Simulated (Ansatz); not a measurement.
**TiN (slab): density, localisation and related maps**

```xyz
18
Lattice="3.0029 0.0000 0.0000 0.0000 4.2467 0.0000 0.0000 0.0000 27.0116" Properties=species:S:1:pos:R:3 pbc="T T T"
Ti    1.5014    2.1234    7.6813
N     1.5014    0.0000    7.5335
Ti    0.0000    0.0000    8.9033
N     0.0000    2.1234    8.9816
Ti    1.5014    2.1234   10.4894
N     1.5014    0.0000   10.5148
Ti    0.0000    0.0000   12.0364
N     0.0000    2.1234   12.0039
Ti    1.5014    2.1234   13.5058
N     1.5014    0.0000   13.5058
Ti    0.0000    0.0000   14.9752
N     0.0000    2.1234   15.0076
Ti    1.5014    2.1234   16.5222
N     1.5014    0.0000   16.4968
Ti    0.0000    0.0000   18.1083
N     0.0000    2.1234   18.0300
Ti    1.5014    2.1234   19.3303
N     1.5014    0.0000   19.4780
```

Computed without spin polarisation.

The calculation used Ansatz 0.2.0, DFT PBE, scalar-relativistic, plane waves, PAW.

The density is the valence pseudo-density of a PAW calculation; it isn't the true density close to the nuclei.

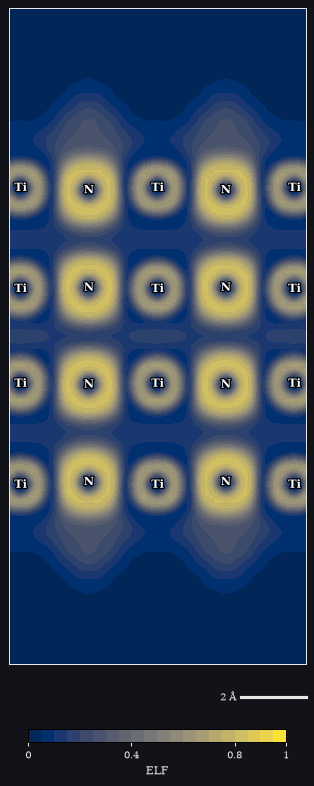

Figure 1. ELF on the (100) plane of the calculation cell, a cut from vacuum to vacuum.

**Read the bonding off the picture.**

Atoms in the plane: Ti and N.
Ti–N (2.12 Å): the ELF peaks at about 0.80 in the valence shell of N, 0.6 Å from its nucleus, and is about 0.15 at the midpoint: no shared electron pair shows on this line.
Ti–Ti (2.94 Å): the ELF is about 0.20 at the midpoint: no localised pair shows between them.
The features right at Ti lie inside the PAW spheres, where the map follows smoothed inner orbitals and isn't to be read closely.

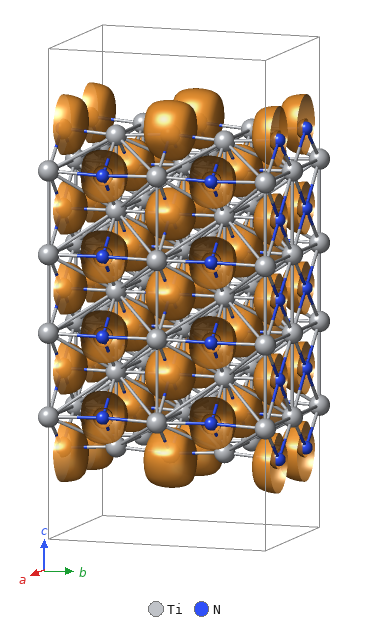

Figure 2. Isosurface of the electron localisation function at 0.6 (orange), seen slightly off an axis. Only the valence region is drawn (cores and ρ < 0.01 e/Å³ removed). Sticks mark near contacts.

**Describe the localisation domains.**

The surface consists of nine regions wrapped around N (the valence shell of each), counted in one cell of 18 atoms. Counts are for one cell; the picture repeats the cell along the surface. Profiles from the grid: Ti–N (1.99 Å): the ELF peaks at about 0.80 in the valence shell of N, 0.6 Å from its nucleus, and is about 0.25 at the midpoint; no localised pair shows between them. Ti–Ti (2.81 Å): the ELF is about 0.20 at the midpoint (no localised pair shows between them).

**Does the calculation make it a metal, or give it a gap?**

It is gapless in this calculation (a metal or semimetal).
